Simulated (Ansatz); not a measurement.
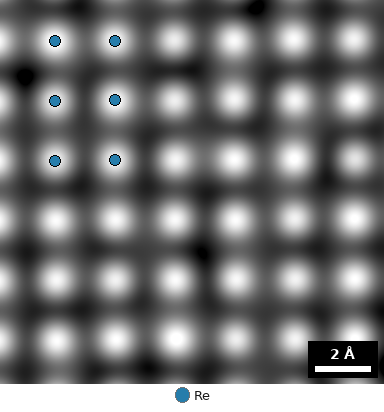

iDPC-like image of Re (Im-3m, No. 229) along [001]. Simulated as the projected potential of neutral atoms (B = 0.5 Å²) blurred by a 0.87 Å probe, the thin-sample limit of integrated differential phase contrast. The display is stretched by a gamma of 0.65; percentages refer to the linear signal. The speckle of an amorphous layer was added. Structure: the input geometry of an electronic-structure calculation (not necessarily at equilibrium); the starting structure was generated, so it need not be a known form of this composition.

Coloured dots in one corner mark the columns of the model.

Q: What can be read from this image?

A: The columns repeat on a square net with a repeat of 2.18 Å (plane group p4mm). All columns are alike (Re). The shortest distance between visible columns is 2.18 Å in projection. Along the beam the structure repeats every 3.09 Å.
